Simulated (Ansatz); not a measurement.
Geometry relaxation of C (part 1 of 2)

- system: C (slab, 2 atoms in the cell)
- method: DFT PBE+D3(BJ), scalar-relativistic, plane waves, PAW, no spin polarisation (Ansatz 0.2.0)

The structure derives from a Materials Project entry. It belongs to a series of runs on one base structure; here: one layer taken out of the bulk. Figures and captions count atoms from 1; the log counts them from 0 in places.

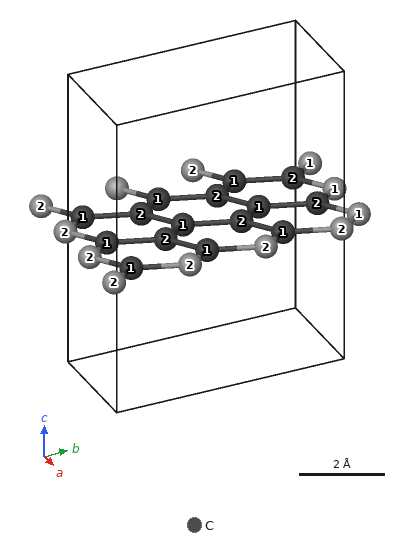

The structure as given in the input (ball-and-stick view of the 2 × 3 repeat of the cell, with the vacuum cut short, seen slightly off an axis; neighbours outside the cell are drawn fainter; atoms are numbered from 1 in the order of the input). Near neighbours in the crystal (not all of them lie inside the picture): C has 3 C at 1.42 Å.

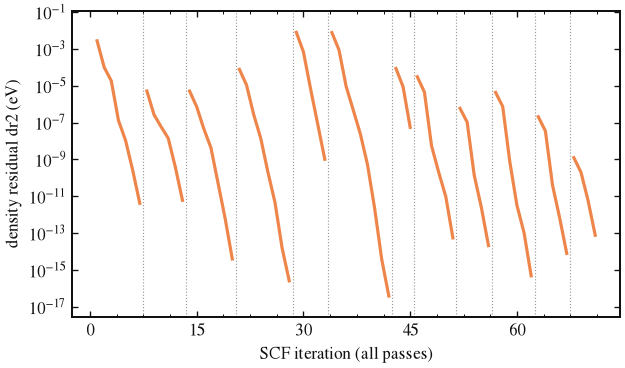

Convergence of the self-consistent field: density residual dr2 against the SCF iteration. The dotted lines part the SCF passes of the relaxation: geometry steps, rejected trials and re-solves on a re-selected basis. The 12 passes take 3 to 9 iterations each, 71 in all.

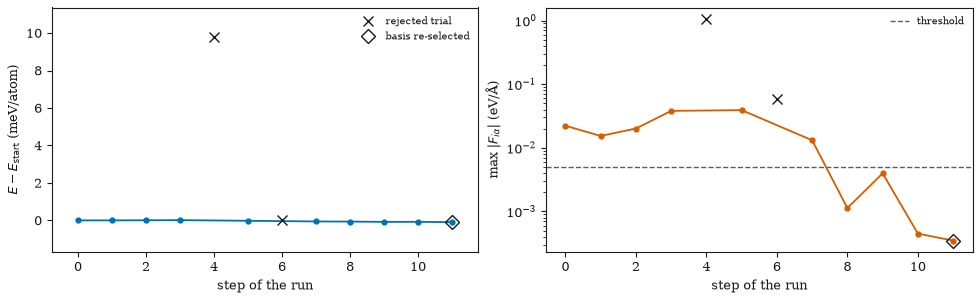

Progress of the relaxation, step by step (the first geometry is step 0 here and step 1 in the log). Over 10 geometry steps the energy falls by 0.1 meV per atom. Largest force component: 0.022 eV/Å at the start, 0.00035 eV/Å at the end. The line search rejected the trial steps at points 4, 6 (counted from 0) and went back. The atoms keep their places relative to the cell (all moves are under 0.005 Å). A last SCF at the same geometry on a re-selected plane-wave basis shifts the energy by next to nothing (0.0 meV per atom).

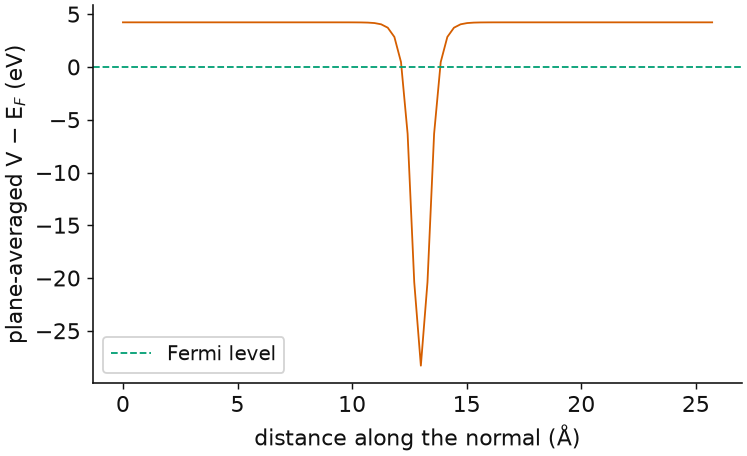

Plane average of the electrostatic potential energy of an electron across the cell, from the Fermi level. The vacuum level lies 4.24 eV above the Fermi level.

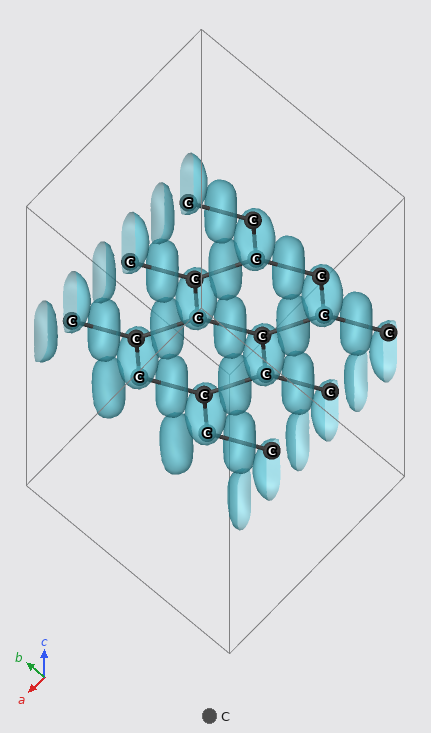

Isosurface of the electron localisation function at 0.8 (cyan), seen at an oblique angle. Core shells and regions of very low density are left out. Sticks mark near contacts. The ELF exceeds this value in three regions between bonded C–C atoms (shared pairs), counted in one cell of 2 atoms. Counts are for one cell; the picture repeats the cell along the surface.  Values along the shortest contacts: C–C (1.42 Å): the ELF peaks at about 0.95 between the atoms (a shared electron pair). In a PAW calculation such maps are meaningful between the atoms, not at the nuclei.

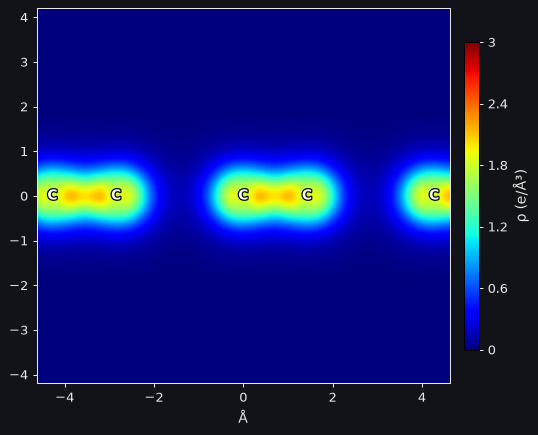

Valence electron density on the (110) plane of the calculation cell, a cut from vacuum to vacuum. Atoms in the plane: C. C–C (1.43 Å): ρ is about 2 e/Å³ halfway. The density dies away to nearly zero in the vacuum.

These pictures come from the run below.

The input
```yaml
crystal:
  lattice:
    - [2.4654952786, 0.0, 0.0]
    - [-1.2327476393, 2.1341560297, 0.0]
    - [0.0, 0.0, 26.0]
  atoms:
    - { symbol: C, position: [0.0833104418, 0.1666208835, 0.5] }
    - { symbol: C, position: [0.4166895582, 0.8333791165, 0.5] }
  periodic: [true, true, false]
basis:
  ecutwfc: 420
kpoints:
  mp_grid: { grid: [12, 12, 1] }
hamiltonian:
  xc: pbe
  dispersion: d3bj
scf:
  occupations: { method: gaussian, width: 0.02 }
output:
  forces: true
  stress: true
  eigenvalues: true
  write_density: true
  write_potential: true
  elf: true
  volumetric_format: npy
relax:
  adjacent_minimum: "off"
  f_tol: 0.005
  max_steps: 80
  cell: { stress_2d_tol: 0.02 }
```

Run as:
```bash
ansatz run input.yaml --threads 1 --pin off --max-ram 3072MiB --backend cpu --events-out ev --progress --plain --runs-dir out
```

The program's output
```
Engine: ansatz 0.2.0, x86_64-unknown-linux-gnu
Pseudopotentials: kind: paw
Pseudopotential: C, paw, valence charge 4, recommended cutoff 420 eV (normal), C.paw.azcp
Functional definition: PBE
  parameter kappa = 0.804
  parameter beta = 0.06672455060314922
  exchange = pbe_x(kappa = kappa, mu = beta*pi^2/3)
  correlation = pbe_c(beta = beta)
Crystal: 2 atoms, lattice volume = 136.806 Å³
Basis set: ecut = 420 eV, 2577 PW (Γ), exchange–correlation on 36×36×360 points (8 copies of the dense FFT grid, shifted against one another)
Bands: 8, of which v1, the nominal top of the filled ones, is band 4 counted from 1 (3 counted from 0)
Symmetry: 8 space group operations
Space group: Cmmm (ITA 65), of the structure as read, at distance tolerance 5.2e-5 Å
k-points: 43 of 144
Non-local potential: C, projectors of the file, l = 0: 2, l = 1: 2, l = 2: 1
PAW form: soft (Blöchl's): semilocal exchange-correlation on the pseudo side does not see the compensation charge
PAW one-centre angular grid: C, 110 points (default); XC on 64 Gauss nodes
Initial density: superposition of atomic densities (neutral atoms: chi_scale 0, normalization atom), corrected by the library's trained network
Initial wavefunctions: pseudopotential atomic-orbital guess
Functional: x = pbe(κ = 0.804, μ = 0.2195149727645171), c = pbe(β = 0.06672455060314922)
SCF iter   1: F=—  HF=-502.055461 eV  |F-HF|=—  |Δ(HF+E_count)|=         —  Δρ=1.50e-3  dr2=2.72e-3  ethr=1.77e-3  ⟨swp⟩=9.9  Hψ=3552  notcnv=0
preconditioner: auto → LDOS  [metal: Δε(μ)=0.003 eV  Ē_g=16.237 eV  σ=0.020 eV  W_gap=0.07  n_scr=14 (ndim 8)  ℏωp=9.0 eV  f_vac=0.827  D(μ)=1.56/eV (n_scr^D=10)  β→1.0]
SCF iter   2: F=—  HF=-502.055264 eV  |F-HF|=—  |Δ(HF+E_count)|=   1.97e-4  Δρ=3.18e-4  dr2=9.95e-5  ethr=3.40e-5  ⟨swp⟩=5.4  Hψ=1460  notcnv=0
SCF iter   3: F=—  HF=-502.055464 eV  |F-HF|=—  |Δ(HF+E_count)|=   2.00e-4  Δρ=8.15e-5  dr2=1.81e-5  ethr=1.24e-6  ⟨swp⟩=3.7  Hψ=773  notcnv=0
SCF iter   4: F=—  HF=-502.055475 eV  |F-HF|=—  |Δ(HF+E_count)|=   1.11e-5  Δρ=1.29e-5  dr2=1.33e-7  ethr=2.27e-7  ⟨swp⟩=3.0  Hψ=716  notcnv=0
iter 5 did not close the SCF: its close was put off for the readings that it lacked (scf_convergence_deferred on its scf_iter line)
SCF iter   5: F=-502.055475 eV  HF=-502.055475 eV  |F-HF|=3.65e-8  |Δ(HF+E_count)|=   3.66e-7  Δρ=2.93e-6  dr2=1.08e-8  ethr=1.66e-9  ⟨swp⟩=3.3  Hψ=845  notcnv=0
iter 6 did not close the SCF: its close was put off until two iterations running show no level that it waits for move by more than its bar (scf_convergence_deferred on its scf_iter line)
SCF iter   6: F=-502.055475 eV  HF=-502.055475 eV  |F-HF|=3.30e-9  |Δ(HF+E_count)|=   3.61e-8  Δρ=5.14e-7  dr2=2.65e-10  ethr=1.35e-10  ⟨swp⟩=11.5  Hψ=3118  notcnv=0
SCF iter   7: F=-502.055475 eV  HF=-502.055475 eV  |F-HF|=3.14e-10  |Δ(HF+E_count)|=   3.06e-9  Δρ=1.00e-7  dr2=4.14e-12  ethr=3.31e-12  ⟨swp⟩=7.0  Hψ=2221  notcnv=0
SCF 1 converged in 7 iterations: F = -502.055475 eV  dr2 = 4.14e-12
  greatest PAW one-centre occupation: 0.672 electrons in one spin orbital (limit 2), on the C atom at site 1 (counted from 0), in its partial waves of l = 0
relax step   1: F+E_penalty+E_count = -502.05547513 eV  Δ(F+E_penalty+E_count) = +0.000e0 eV  max|allowed force component| = 2.222e-2 eV/Å  Δτ_max = 0.0000 Å  P = +0.164 N/m  Ω = 136.806 Å³  fix = [c, alpha, beta]  reactions: c +0.000 N/m  (7 SCF iters, dr2 threshold 1.00e-7 eV, accepted)
Crystal: 2 atoms, lattice volume = 136.872 Å³
Initial density: handed on by an earlier stage of this run
Initial wavefunctions: those handed on with the density
iter 1 solved again at ethr=6.44e-8 eV; its pass at ethr=3.10e-3 eV (dr2=5.15e-6 eV) is discarded
SCF iter   1: F=—  HF=-502.055452 eV  |F-HF|=—  |Δ(HF+E_count)|=         —  Δρ=5.84e-5  dr2=5.14e-6  ethr=6.44e-8  ⟨swp⟩=2.8  Hψ=2673  notcnv=0
preconditioner: auto → LDOS  [metal: Δε(μ)=0.004 eV  Ē_g=16.180 eV  σ=0.020 eV  W_gap=0.12  n_scr=14 (ndim 8)  ℏωp=9.0 eV  f_vac=0.834  D(μ)=1.55/eV (n_scr^D=10)  β→1.0]
SCF iter   2: F=—  HF=-502.055468 eV  |F-HF|=—  |Δ(HF+E_count)|=   1.55e-5  Δρ=1.92e-5  dr2=2.67e-7  ethr=6.42e-8  ⟨swp⟩=2.2  Hψ=676  notcnv=0
iter 3 did not close the SCF: its close was put off until two iterations running show no level that it waits for move by more than its bar (scf_convergence_deferred on its scf_iter line)
SCF iter   3: F=-502.055470 eV  HF=-502.055470 eV  |F-HF|=2.51e-7  |Δ(HF+E_count)|=   1.84e-6  Δρ=5.09e-6  dr2=5.88e-8  ethr=1.01e-9  ⟨swp⟩=16.1  Hψ=3345  notcnv=0
iter 4 did not close the SCF: its close was put off until two iterations running show no level that it waits for move by more than its bar (scf_convergence_deferred on its scf_iter line)
SCF iter   4: F=-502.055470 eV  HF=-502.055470 eV  |F-HF|=8.37e-8  |Δ(HF+E_count)|=   1.76e-7  Δρ=2.74e-6  dr2=1.40e-8  ethr=7.35e-10  ⟨swp⟩=10.2  Hψ=2850  notcnv=0
iter 5 did not close the SCF: its close was put off until two iterations running show no level that it waits for move by more than its bar (scf_convergence_deferred on its scf_iter line)
SCF iter   5: F=-502.055470 eV  HF=-502.055470 eV  |F-HF|=1.40e-8  |Δ(HF+E_count)|=   7.27e-8  Δρ=4.52e-7  dr2=3.78e-10  ethr=1.75e-10  ⟨swp⟩=9.6  Hψ=2742  notcnv=0
SCF iter   6: F=-502.055470 eV  HF=-502.055470 eV  |F-HF|=1.20e-10  |Δ(HF+E_count)|=   1.40e-8  Δρ=5.46e-8  dr2=5.98e-12  ethr=4.73e-12  ⟨swp⟩=8.0  Hψ=2490  notcnv=0
SCF 2 converged in 6 iterations: F = -502.055470 eV  dr2 = 5.98e-12
relax step   2: F+E_penalty+E_count = -502.05547004 eV  Δ(F+E_penalty+E_count) = +5.084e-6 eV  max|allowed force component| = 1.538e-2 eV/Å  Δτ_max = 0.0001 Å  P = +0.059 N/m  Ω = 136.872 Å³  energy of the carried Pulay correction = -2.739e-5 eV  fix = [c, alpha, beta]  reactions: c +0.000 N/m  (6 SCF iters, dr2 threshold 8.12e-8 eV, accepted)
Crystal: 2 atoms, lattice volume = 136.914 Å³
iter 1 solved again at ethr=6.23e-8 eV; its pass at ethr=3.10e-3 eV (dr2=4.98e-6 eV) is discarded
SCF iter   1: F=—  HF=-502.055443 eV  |F-HF|=—  |Δ(HF+E_count)|=         —  Δρ=6.30e-5  dr2=5.10e-6  ethr=6.23e-8  ⟨swp⟩=2.3  Hψ=2612  notcnv=0
preconditioner: auto → LDOS  [metal: Δε(μ)=0.009 eV  Ē_g=16.179 eV  σ=0.020 eV  W_gap=0.25  n_scr=14 (ndim 8)  ℏωp=9.0 eV  f_vac=0.834  D(μ)=1.49/eV (n_scr^D=10)  β→1.0]
SCF iter   2: F=—  HF=-502.055459 eV  |F-HF|=—  |Δ(HF+E_count)|=   1.65e-5  Δρ=2.67e-5  dr2=7.14e-7  ethr=6.23e-8  ⟨swp⟩=2.1  Hψ=669  notcnv=0
SCF iter   3: F=—  HF=-502.055460 eV  |F-HF|=—  |Δ(HF+E_count)|=   9.46e-7  Δρ=5.26e-6  dr2=4.58e-8  ethr=8.92e-9  ⟨swp⟩=3.0  Hψ=730  notcnv=0
iter 4 did not close the SCF: its close was put off until two iterations running show no level that it waits for move by more than its bar (scf_convergence_deferred on its scf_iter line)
SCF iter   4: F=-502.055461 eV  HF=-502.055460 eV  |F-HF|=3.61e-8  |Δ(HF+E_count)|=   2.69e-7  Δρ=1.30e-6  dr2=4.28e-9  ethr=1.85e-10  ⟨swp⟩=15.0  Hψ=3080  notcnv=0
iter 5 did not close the SCF: its close was put off until two iterations running show no level that it waits for move by more than its bar (scf_convergence_deferred on its scf_iter line)
SCF iter   5: F=-502.055461 eV  HF=-502.055461 eV  |F-HF|=1.94e-9  |Δ(HF+E_count)|=   3.51e-8  Δρ=1.87e-7  dr2=5.13e-11  ethr=5.35e-11  ⟨swp⟩=8.7  Hψ=2645  notcnv=0
iter 6 did not close the SCF: its close was put off until two iterations running show no level that it waits for move by more than its bar (scf_convergence_deferred on its scf_iter line)
SCF iter   6: F=-502.055461 eV  HF=-502.055461 eV  |F-HF|=3.30e-12  |Δ(HF+E_count)|=   1.95e-9  Δρ=2.35e-8  dr2=6.12e-13  ethr=1.00e-12  ⟨swp⟩=6.8  Hψ=2087  notcnv=0
SCF iter   7: F=-502.055461 eV  HF=-502.055461 eV  |F-HF|=1.08e-12  |Δ(HF+E_count)|=  5.06e-12  Δρ=2.04e-9  dr2=3.93e-15  ethr=1.00e-12  ⟨swp⟩=5.3  Hψ=1623  notcnv=0
SCF 3 converged in 7 iterations: F = -502.055461 eV  dr2 = 3.93e-15
relax step   3: F+E_penalty+E_count = -502.05546052 eV  Δ(F+E_penalty+E_count) = +9.522e-6 eV  max|allowed force component| = 2.012e-2 eV/Å  Δτ_max = 0.0001 Å  P = -0.009 N/m  Ω = 136.914 Å³  energy of the carried Pulay correction = -4.500e-5 eV  fix = [c, alpha, beta]  reactions: c +0.000 N/m  (7 SCF iters, accepted)
Crystal: 2 atoms, lattice volume = 137.032 Å³
iter 1 solved again at ethr=9.23e-7 eV; its pass at ethr=3.10e-3 eV (dr2=7.38e-5 eV) is discarded
SCF iter   1: F=—  HF=-502.055458 eV  |F-HF|=—  |Δ(HF+E_count)|=         —  Δρ=2.54e-4  dr2=7.72e-5  ethr=9.23e-7  ⟨swp⟩=2.3  Hψ=2620  notcnv=0
preconditioner: auto → LDOS  [insulator: Δε(μ)=0.033 eV  Ē_g=16.169 eV  σ=0.020 eV  W_gap=0.76  n_scr=14 (ndim 8)  ℏωp=9.0 eV  f_vac=0.834  D(μ)=0.79/eV (n_scr^D=8)  ε∞_Penn≈1.3  β→1.0]
SCF iter   2: F=—  HF=-502.055443 eV  |F-HF|=—  |Δ(HF+E_count)|=   1.57e-5  Δρ=1.04e-4  dr2=1.09e-5  ethr=9.23e-7  ⟨swp⟩=2.2  Hψ=696  notcnv=0
SCF iter   3: F=—  HF=-502.055444 eV  |F-HF|=—  |Δ(HF+E_count)|=   1.69e-6  Δρ=1.45e-5  dr2=2.77e-7  ethr=1.37e-7  ⟨swp⟩=2.9  Hψ=765  notcnv=0
iter 4 did not close the SCF: its close was put off until two iterations running show no level that it waits for move by more than its bar (scf_convergence_deferred on its scf_iter line)
SCF iter   4: F=-502.055446 eV  HF=-502.055446 eV  |F-HF|=9.94e-8  |Δ(HF+E_count)|=   1.25e-6  Δρ=2.77e-6  dr2=1.39e-8  ethr=3.16e-10  ⟨swp⟩=16.4  Hψ=3391  notcnv=0
iter 5 did not close the SCF: its close was put off until two iterations running show no level that it waits for move by more than its bar (scf_convergence_deferred on its scf_iter line)
SCF iter   5: F=-502.055446 eV  HF=-502.055446 eV  |F-HF|=1.74e-8  |Δ(HF+E_count)|=   8.50e-8  Δρ=4.29e-7  dr2=2.09e-10  ethr=1.74e-10  ⟨swp⟩=9.4  Hψ=2774  notcnv=0
iter 6 did not close the SCF: its close was put off until two iterations running show no level that it waits for move by more than its bar (scf_convergence_deferred on its scf_iter line)
SCF iter   6: F=-502.055446 eV  HF=-502.055446 eV  |F-HF|=7.90e-11  |Δ(HF+E_count)|=   1.73e-8  Δρ=6.33e-8  dr2=4.62e-12  ethr=2.61e-12  ⟨swp⟩=7.8  Hψ=2415  notcnv=0
iter 7 did not close the SCF: its close was put off until two iterations running show no level that it waits for move by more than its bar (scf_convergence_deferred on its scf_iter line)
SCF iter   7: F=-502.055446 eV  HF=-502.055446 eV  |F-HF|=5.00e-12  |Δ(HF+E_count)|=  8.21e-11  Δρ=4.65e-9  dr2=1.55e-14  ethr=1.00e-12  ⟨swp⟩=6.2  Hψ=1779  notcnv=0
SCF iter   8: F=-502.055446 eV  HF=-502.055446 eV  |F-HF|=4.77e-12  |Δ(HF+E_count)|=  4.55e-13  Δρ=5.46e-10  dr2=2.55e-16  ethr=1.00e-12  ⟨swp⟩=4.3  Hψ=1388  notcnv=0
SCF 4 converged in 8 iterations: F = -502.055446 eV  dr2 = 2.55e-16
relax step   4: F+E_penalty+E_count = -502.05544575 eV  Δ(F+E_penalty+E_count) = +1.477e-5 eV  max|allowed force component| = 3.809e-2 eV/Å  Δτ_max = 0.0006 Å  P = -0.194 N/m  Ω = 137.032 Å³  energy of the carried Pulay correction = -9.354e-5 eV  fix = [c, alpha, beta]  reactions: c +0.000 N/m  (8 SCF iters, accepted)
Crystal: 2 atoms, lattice volume = 138.826 Å³
Basis set: ecut = 420 eV, 2645 PW (Γ), exchange–correlation on 36×36×360 points (8 copies of the dense FFT grid, shifted against one another)
iter 1 solved again at ethr=9.92e-5 eV; its pass at ethr=3.10e-3 eV (dr2=7.94e-3 eV) is discarded
SCF iter   1: F=—  HF=-502.039349 eV  |F-HF|=—  |Δ(HF+E_count)|=         —  Δρ=2.71e-3  dr2=7.87e-3  ethr=9.92e-5  ⟨swp⟩=2.3  Hψ=3126  notcnv=0
preconditioner: auto → none  [insulator: Δε(μ)=0.451 eV  Ē_g=15.972 eV  σ=0.020 eV  W_gap=1.00  n_scr=14 (ndim 8)  ℏωp=8.9 eV  f_vac=0.834  D(μ)=0.00/eV (n_scr^D=0)  ε∞_Penn≈1.3]
SCF iter   2: F=—  HF=-502.036110 eV  |F-HF|=—  |Δ(HF+E_count)|=   3.24e-3  Δρ=9.13e-4  dr2=6.76e-4  ethr=9.84e-5  ⟨swp⟩=2.8  Hψ=625  notcnv=0
SCF iter   3: F=—  HF=-502.035886 eV  |F-HF|=—  |Δ(HF+E_count)|=   2.24e-4  Δρ=1.31e-4  dr2=6.75e-6  ethr=8.45e-6  ⟨swp⟩=2.8  Hψ=652  notcnv=0
SCF iter   4: F=—  HF=-502.035909 eV  |F-HF|=—  |Δ(HF+E_count)|=   2.23e-5  Δρ=1.43e-5  dr2=8.42e-8  ethr=2.50e-9  ⟨swp⟩=17.6  Hψ=3657  notcnv=0
SCF iter   5: F=-502.035909 eV  HF=-502.035909 eV  |F-HF|=9.23e-10  |Δ(HF+E_count)|=   6.56e-8  Δρ=1.62e-6  dr2=1.01e-9  ethr=1.05e-9  ⟨swp⟩=7.9  Hψ=2181  notcnv=0
SCF 5 converged in 5 iterations: F = -502.035909 eV  dr2 = 1.01e-9
  greatest PAW one-centre occupation: 0.668 electrons in one spin orbital (limit 2), on the C atom at site 1 (counted from 0), in its partial waves of l = 0
relax step   5: F+E_penalty+E_count = -502.03590876 eV  Δ(F+E_penalty+E_count) = +1.954e-2 eV  max|allowed force component| = 1.074e0 eV/Å  Δτ_max = 0.0095 Å  P = -2.736 N/m  Ω = 138.826 Å³  energy of the carried Pulay correction = -8.291e-4 eV  fix = [c, alpha, beta]  (5 SCF iters, dr2 threshold 2.00e-7 eV, rejected (line search))
Crystal: 2 atoms, lattice volume = 137.033 Å³
Basis set: ecut = 420 eV, 2581 PW (Γ), exchange–correlation on 36×36×360 points (8 copies of the dense FFT grid, shifted against one another)
iter 1 solved again at ethr=9.51e-5 eV; its pass at ethr=3.10e-3 eV (dr2=7.61e-3 eV) is discarded
```
